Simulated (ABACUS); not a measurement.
# Geometry relaxation of Si (part 1 of 2)

- system: Si (Fd-3m, 2 atoms in the cell)
- method: Kohn-Sham DFT of a periodic cell, PBEsol, PseudoDojo NC SR 0.4 PBEsol stringent, no spin polarisation (ABACUS 3.10.1)

The structure derives from a Materials Project entry.

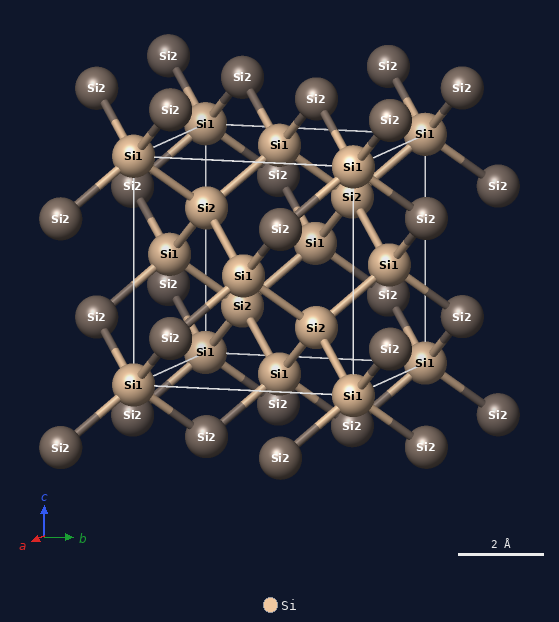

Fig. 1: The input geometry (ball-and-stick view of the cell 4 times as large as that of the calculation, set on its symmetry axes, seen slightly off an axis; neighbours outside the cell are drawn fainter; atoms are numbered from 1 in the order of the input).

Input file
```python
"""Relaxation by an ASE optimiser with ABACUS as a small file-based calculator."""
import re
import subprocess
import spglib
from ase import Atoms
import numpy as np
from ase.calculators.calculator import Calculator, all_changes
from ase.filters import FrechetCellFilter
from ase.io import read
from ase.optimize import FIRE
from ase.stress import full_3x3_to_voigt_6_stress
from ase.units import Bohr, GPa

atoms = read("Si.cif")
cell, frac, numbers = spglib.standardize_cell((atoms.cell[:], atoms.get_scaled_positions(), atoms.numbers), to_primitive=True, symprec=1e-4)
atoms = Atoms(numbers=numbers, cell=cell, scaled_positions=frac, pbc=True)  # the primitive cell
atoms = atoms[(-atoms.numbers).argsort(kind="stable")]  # ABACUS lists atoms element by element
pseudo = {'Si': 'Si.upf'}
orbital = {'Si': 'Si_confined-atom_7au_2s2p1d.orb'}
magmoms = None
kmesh = [7, 7, 7]
params = {
    'suffix': 'Si',
    'calculation': 'scf',
    'basis_type': 'lcao',
    'pseudo_dir': './',
    'orbital_dir': './',
    'symmetry': 1,
    'dft_functional': 'pbesol',
    'ecutwfc': 100,
    'pseudo_rcut': 10,
    'nspin': 1,
    'nbands': 8,
    'ks_solver': 'genelpa',
    'smearing_method': 'fd',
    'smearing_sigma': 0.00367493,
    'scf_thr': 1e-07,
    'scf_nmax': 100,
    'mixing_type': 'broyden',
    'mixing_beta': 0.7,
    'cal_force': 1,
    'cal_stress': 1,
    'out_mul': 1,
}


def write_input(atoms):
    symbols = atoms.get_chemical_symbols()
    elements = list(dict.fromkeys(symbols))
    lines = ["ATOMIC_SPECIES"] + [f"{e} {atoms.get_masses()[symbols.index(e)]:.4f} {pseudo[e]}" for e in elements]
    if orbital:
        lines += ["", "NUMERICAL_ORBITAL"] + [orbital[e] for e in elements]
    lines += ["", "LATTICE_CONSTANT", f"{1 / Bohr:.10f}", "", "LATTICE_VECTORS"]
    lines += [" ".join(f"{x:.10f}" for x in v) for v in atoms.cell]
    lines += ["", "ATOMIC_POSITIONS", "Direct"]
    for e in elements:
        lines += ["", e, "0.0", str(symbols.count(e))]
        for i, p in enumerate(atoms.get_scaled_positions(wrap=False)):
            if symbols[i] == e:
                mag = "" if magmoms is None else " mag " + " ".join(str(x) for x in (magmoms[i] if isinstance(magmoms[i], list) else [magmoms[i]]))
                lines.append(" ".join(f"{x:.10f}" for x in p) + " 1 1 1" + mag)
    open("STRU", "w").write("\n".join(lines) + "\n")
    open("KPT", "w").write("K_POINTS\n0\nGamma\n%d %d %d 0 0 0\n" % tuple(kmesh))
    open("INPUT", "w").write("INPUT_PARAMETERS\n" + "".join(f"{k:<20s}{v}\n" for k, v in params.items()))


class Abacus(Calculator):
    implemented_properties = ["energy", "free_energy", "forces", "stress"]

    def calculate(self, atoms=None, properties=("energy",), system_changes=all_changes):
        super().calculate(atoms, properties, system_changes)
        write_input(self.atoms)
        subprocess.run(['mpirun', '-np', '4', 'abacus'], check=True)
        log = open("OUT.Si/running_scf.log").read()
        if "charge density convergence is achieved" not in log:
            raise RuntimeError("SCF not converged")
        rows = lambda title, n: np.array([l.split()[-3:] for l in log.split(title)[-1].split("\n")[2:2 + n]], float)
        energy = float(re.findall(r"FINAL_ETOT_IS (\S+)", log)[-1])
        stress = -rows("TOTAL-STRESS", 3) / 10 * GPa  # ABACUS prints kbar, compression positive
        self.results = dict(energy=energy, free_energy=energy, forces=rows("TOTAL-FORCE", len(self.atoms)), stress=full_3x3_to_voigt_6_stress(stress))


atoms.calc = Abacus()
opt = FIRE(FrechetCellFilter(atoms), logfile="opt.log", trajectory="relax.traj")
print("optimiser converged:", opt.run(fmax=0.03, steps=60))
```

File Si.cif
```
data_Si
_cell_length_a 5.44370237
_cell_length_b 5.44370237
_cell_length_c 5.44370237
_cell_angle_alpha 90.00000000
_cell_angle_beta 90.00000000
_cell_angle_gamma 90.00000000
_space_group_name_H-M_alt 'Fd-3m'
_space_group_name_Hall 'F 4d 2 3 -1d'
_space_group_IT_number 227
loop_
_space_group_symop_operation_xyz
'x,y,z'
'-y+1/4,x+1/4,z+1/4'
'-x,-y+1/2,z+1/2'
'y+3/4,-x+1/4,z+3/4'
'x,-y,-z'
'-y+1/4,-x+3/4,-z+3/4'
'-x,y+1/2,-z+1/2'
'y+3/4,x+3/4,-z+1/4'
'z,x,y'
'z+1/4,-y+1/4,x+1/4'
'z+1/2,-x,-y+1/2'
'z+3/4,y+3/4,-x+1/4'
'-z,x,-y'
'-z+3/4,-y+1/4,-x+3/4'
'-z+1/2,-x,y+1/2'
'-z+1/4,y+3/4,x+3/4'
'y,z,x'
'x+1/4,z+1/4,-y+1/4'
'-y+1/2,z+1/2,-x'
'-x+1/4,z+3/4,y+3/4'
'-y,-z,x'
'-x+3/4,-z+3/4,-y+1/4'
'y+1/2,-z+1/2,-x'
'x+3/4,-z+1/4,y+3/4'
'-x+1/4,-y+1/4,-z+1/4'
'y,-x,-z'
'x+1/4,y+3/4,-z+3/4'
'-y+1/2,x,-z+1/2'
'-x+1/4,y+1/4,z+1/4'
'y,x+1/2,z+1/2'
'x+1/4,-y+3/4,z+3/4'
'-y+1/2,-x+1/2,z'
'-z+1/4,-x+1/4,-y+1/4'
'-z,y,-x'
'-z+3/4,x+1/4,y+3/4'
'-z+1/2,-y+1/2,x'
'z+1/4,-x+1/4,y+1/4'
'z+1/2,y,x+1/2'
'z+3/4,x+1/4,-y+3/4'
'z,-y+1/2,-x+1/2'
'-y+1/4,-z+1/4,-x+1/4'
'-x,-z,y'
'y+3/4,-z+3/4,x+1/4'
'x,-z+1/2,-y+1/2'
'y+1/4,z+1/4,-x+1/4'
'x+1/2,z+1/2,y'
'-y+3/4,z+3/4,x+1/4'
'-x+1/2,z,-y+1/2'
'x,y+1/2,z+1/2'
'-y+1/4,x+3/4,z+3/4'
'-x,-y,z'
'y+3/4,-x+3/4,z+1/4'
'x,-y+1/2,-z+1/2'
'-y+1/4,-x+1/4,-z+1/4'
'-x,y,-z'
'y+3/4,x+1/4,-z+3/4'
'z,x+1/2,y+1/2'
'z+1/4,-y+3/4,x+3/4'
'z+1/2,-x+1/2,-y'
'z+3/4,y+1/4,-x+3/4'
'-z,x+1/2,-y+1/2'
'-z+3/4,-y+3/4,-x+1/4'
'-z+1/2,-x+1/2,y'
'-z+1/4,y+1/4,x+1/4'
'y,z+1/2,x+1/2'
'x+1/4,z+3/4,-y+3/4'
'-y+1/2,z,-x+1/2'
'-x+1/4,z+1/4,y+1/4'
'-y,-z+1/2,x+1/2'
'-x+3/4,-z+1/4,-y+3/4'
'y+1/2,-z,-x+1/2'
'x+3/4,-z+3/4,y+1/4'
'-x+1/4,-y+3/4,-z+3/4'
'y,-x+1/2,-z+1/2'
'x+1/4,y+1/4,-z+1/4'
'-y+1/2,x+1/2,-z'
'-x+1/4,y+3/4,z+3/4'
'y,x,z'
'x+1/4,-y+1/4,z+1/4'
'-y+1/2,-x,z+1/2'
'-z+1/4,-x+3/4,-y+3/4'
'-z,y+1/2,-x+1/2'
'-z+3/4,x+3/4,y+1/4'
'-z+1/2,-y,x+1/2'
'z+1/4,-x+3/4,y+3/4'
'z+1/2,y+1/2,x'
'z+3/4,x+3/4,-y+1/4'
'z,-y,-x'
'-y+1/4,-z+3/4,-x+3/4'
'-x,-z+1/2,y+1/2'
'y+3/4,-z+1/4,x+3/4'
'x,-z,-y'
'y+1/4,z+3/4,-x+3/4'
'x+1/2,z,y+1/2'
'-y+3/4,z+1/4,x+3/4'
'-x+1/2,z+1/2,-y'
'x+1/2,y,z+1/2'
'-y+3/4,x+1/4,z+3/4'
'-x+1/2,-y+1/2,z'
'y+1/4,-x+1/4,z+1/4'
'x+1/2,-y,-z+1/2'
'-y+3/4,-x+3/4,-z+1/4'
'-x+1/2,y+1/2,-z'
'y+1/4,x+3/4,-z+3/4'
'z+1/2,x,y+1/2'
'z+3/4,-y+1/4,x+3/4'
'z,-x,-y'
'z+1/4,y+3/4,-x+3/4'
'-z+1/2,x,-y+1/2'
'-z+1/4,-y+1/4,-x+1/4'
'-z,-x,y'
'-z+3/4,y+3/4,x+1/4'
'y+1/2,z,x+1/2'
'x+3/4,z+1/4,-y+3/4'
'-y,z+1/2,-x+1/2'
'-x+3/4,z+3/4,y+1/4'
'-y+1/2,-z,x+1/2'
'-x+1/4,-z+3/4,-y+3/4'
'y,-z+1/2,-x+1/2'
'x+1/4,-z+1/4,y+1/4'
'-x+3/4,-y+1/4,-z+3/4'
'y+1/2,-x,-z+1/2'
'x+3/4,y+3/4,-z+1/4'
'-y,x,-z'
'-x+3/4,y+1/4,z+3/4'
'y+1/2,x+1/2,z'
'x+3/4,-y+3/4,z+1/4'
'-y,-x+1/2,z+1/2'
'-z+3/4,-x+1/4,-y+3/4'
'-z+1/2,y,-x+1/2'
'-z+1/4,x+1/4,y+1/4'
'-z,-y+1/2,x+1/2'
'z+3/4,-x+1/4,y+3/4'
'z,y,x'
'z+1/4,x+1/4,-y+1/4'
'z+1/2,-y+1/2,-x'
'-y+3/4,-z+1/4,-x+3/4'
'-x+1/2,-z,y+1/2'
'y+1/4,-z+3/4,x+3/4'
'x+1/2,-z+1/2,-y'
'y+3/4,z+1/4,-x+3/4'
'x,z+1/2,y+1/2'
'-y+1/4,z+3/4,x+3/4'
'-x,z,-y'
'x+1/2,y+1/2,z'
'-y+3/4,x+3/4,z+1/4'
'-x+1/2,-y,z+1/2'
'y+1/4,-x+3/4,z+3/4'
'x+1/2,-y+1/2,-z'
'-y+3/4,-x+1/4,-z+3/4'
'-x+1/2,y,-z+1/2'
'y+1/4,x+1/4,-z+1/4'
'z+1/2,x+1/2,y'
'z+3/4,-y+3/4,x+1/4'
'z,-x+1/2,-y+1/2'
'z+1/4,y+1/4,-x+1/4'
'-z+1/2,x+1/2,-y'
'-z+1/4,-y+3/4,-x+3/4'
'-z,-x+1/2,y+1/2'
'-z+3/4,y+1/4,x+3/4'
'y+1/2,z+1/2,x'
'x+3/4,z+3/4,-y+1/4'
'-y,z,-x'
'-x+3/4,z+1/4,y+3/4'
'-y+1/2,-z+1/2,x'
'-x+1/4,-z+1/4,-y+1/4'
'y,-z,-x'
'x+1/4,-z+3/4,y+3/4'
'-x+3/4,-y+3/4,-z+1/4'
'y+1/2,-x+1/2,-z'
'x+3/4,y+1/4,-z+3/4'
'-y,x+1/2,-z+1/2'
'-x+3/4,y+3/4,z+1/4'
'y+1/2,x,z+1/2'
'x+3/4,-y+1/4,z+3/4'
'-y,-x,z'
'-z+3/4,-x+3/4,-y+1/4'
'-z+1/2,y+1/2,-x'
'-z+1/4,x+3/4,y+3/4'
'-z,-y,x'
'z+3/4,-x+3/4,y+1/4'
'z,y+1/2,x+1/2'
'z+1/4,x+3/4,-y+3/4'
'z+1/2,-y,-x+1/2'
'-y+3/4,-z+3/4,-x+1/4'
'-x+1/2,-z+1/2,y'
'y+1/4,-z+1/4,x+1/4'
'x+1/2,-z,-y+1/2'
'y+3/4,z+3/4,-x+1/4'
'x,z,y'
'-y+1/4,z+1/4,x+1/4'
'-x,z+1/2,-y+1/2'
loop_
_atom_site_label
_atom_site_type_symbol
_atom_site_symmetry_multiplicity
_atom_site_Wyckoff_symbol
_atom_site_fract_x
_atom_site_fract_y
_atom_site_fract_z
_atom_site_occupancy
Si1 Si 8 a 0.5000000000 0.0000000000 0.5000000000 1
```

File INPUT
```
INPUT_PARAMETERS
suffix              Si
calculation         scf
basis_type          lcao
pseudo_dir          ./
orbital_dir         ./
symmetry            1
dft_functional      pbesol
ecutwfc             100
pseudo_rcut         10
nspin               1
nbands              8
ks_solver           genelpa
smearing_method     fd
smearing_sigma      0.00367493
scf_thr             1e-07
scf_nmax            100
mixing_type         broyden
mixing_beta         0.7
cal_force           1
cal_stress          1
out_mul             1
```

File STRU
```
ATOMIC_SPECIES
Si 28.0850 Si.upf

NUMERICAL_ORBITAL
Si_confined-atom_7au_2s2p1d.orb

LATTICE_CONSTANT
1.8897261258

LATTICE_VECTORS
0.0000000000 2.7222965321 2.7222965321
2.7222965321 0.0000000000 2.7222965321
2.7222965321 2.7222965321 0.0000000000

ATOMIC_POSITIONS
Direct

Si
0.0
2
0.0000000000 0.0000000000 -0.0000000000 1 1 1
0.2500000000 0.2500000000 0.2500000000 1 1 1
```

File KPT
```
K_POINTS
0
Gamma
7 7 7 0 0 0
```

Launched with:
```bash
OMP_NUM_THREADS=1 python run_abacus.py > log
```

The program's output
```
ABACUS v3.10.1

               Atomic-orbital Based Ab-initio Computation at UStc

 ------------------------------------------------------------------------------------

 READING GENERAL INFORMATION
                           global_out_dir = OUT.Si/
                           global_in_card = INPUT
                               pseudo_dir = ./
                              orbital_dir = ./
                                    DSIZE = 4
                                    GSIZE = 1

 READING UNITCELL INFORMATION
                                    ntype = 1
                  lattice constant (Bohr) = 1.88973
              lattice constant (Angstrom) = 1

 READING ATOM TYPE 1
                               atom label = Si
                      L=0, number of zeta = 2
                      L=1, number of zeta = 2
                      L=2, number of zeta = 1
             number of atom for this type = 2

                        TOTAL ATOM NUMBER = 2
DIRECT COORDINATES
    atom                   x                   y                   z     mag                  vx                  vy                  vz
taud_Si1            0.0000000000        0.0000000000        0.0000000000  0.0000        0.0000000000        0.0000000000        0.0000000000
taud_Si2            0.2500000000        0.2500000000        0.2500000000  0.0000        0.0000000000        0.0000000000        0.0000000000

                          Volume (Bohr^3) = 272.291
                             Volume (A^3) = 40.3493

 Lattice vectors: (Cartesian coordinate: in unit of a_0)
                   +0             +2.7223             +2.7223
              +2.7223                  +0             +2.7223
              +2.7223             +2.7223                  +0
 Reciprocal vectors: (Cartesian coordinate: in unit of 2 pi/a_0)
            -0.183668           +0.183668           +0.183668
            +0.183668           -0.183668           +0.183668
            +0.183668           +0.183668           -0.183668
 The esolver type has been set to : ksdft_lcao

                PAO radial cut off (Bohr) = 10

 Read in pseudopotential file is Si.upf
                     pseudopotential type = NC
          exchange-correlation functional = PBESOL
                 nonlocal core correction = 1
                        valence electrons = 4
                                     lmax = 2
                           number of zeta = 2
                     number of projectors = 6
                           L of projector = 0
                           L of projector = 0
                           L of projector = 1
                           L of projector = 1
                           L of projector = 2
                           L of projector = 2
     initial pseudo atomic orbital number = 8

 SETUP THE ELECTRONS NUMBER
            electron number of element Si = 4
      total electron number of element Si = 8
            AUTOSET number of electrons:  = 8
                           occupied bands = 4
                                   NLOCAL = 26
                                   NBANDS = 8
                                   NBANDS = 8
                                   NLOCAL = 26

 SETUP THE PLANE WAVE BASIS
 energy cutoff for charge/potential (unit:Ry) = 400
            fft grid for charge/potential = [ 48, 48, 48 ]
                        fft grid division = [ 4, 4, 4 ]
        big fft grid for charge/potential = [ 12, 12, 12 ]
                                     nbxx = 432
                                     nrxx = 27648

 SETUP PLANE WAVES FOR CHARGE/POTENTIAL
                    number of plane waves = 36685
                         number of sticks = 1459

 PARALLEL PW FOR CHARGE/POTENTIAL
     PROC   COLUMNS(POT)             PW
        1            365           9172
        2            365           9172
        3            364           9170
        4            365           9171
 --------------- sum -------------------
        4           1459          36685
                            number of |g| = 358
                                  max |g| = 36.163
                                  min |g| = 0

----------- Double Check Mixing Parameters Begin ------------
mixing_type: broyden
mixing_beta: 0.7
mixing_gg0: 1
mixing_gg0_min: 0.1
mixing_ndim: 8
----------- Double Check Mixing Parameters End ------------

 LATTICE VECTORS: (CARTESIAN COORDINATE: IN UNIT OF A0)
                   +0             +2.7223             +2.7223
              +2.7223                  +0             +2.7223
              +2.7223             +2.7223                  +0
                       right hand lattice = 1
                                   NORM_A = 3.84991
                                   NORM_B = 3.84991
                                   NORM_C = 3.84991
                           ALPHA (DEGREE) = 60
                           BETA  (DEGREE) = 60
                           GAMMA (DEGREE) = 60

 The lattice vectors have been changed (STRU_SIMPLE.cif)

(for optimal symmetric configuration:)
                             BRAVAIS TYPE = 3
                     BRAVAIS LATTICE NAME = 03. Cubic F (face-centered)
                                    ibrav = 3
                                    IBRAV = 3
                                  BRAVAIS = FACE CENTERED CUBIC
                       LATTICE CONSTANT A = 5.44459
Original cell was already a primitive cell.
                        ROTATION MATRICES = 48
              PURE POINT GROUP OPERATIONS = 24
                   SPACE GROUP OPERATIONS = 48
                                       C2 = 3
                                       C3 = 8
                                       C4 = 0
                                       C6 = 0
                                       S1 = 6
                                       S3 = 0
                                       S4 = 6
                                       S6 = 0
                              POINT GROUP = T_d
               POINT GROUP IN SPACE GROUP = O_h
```
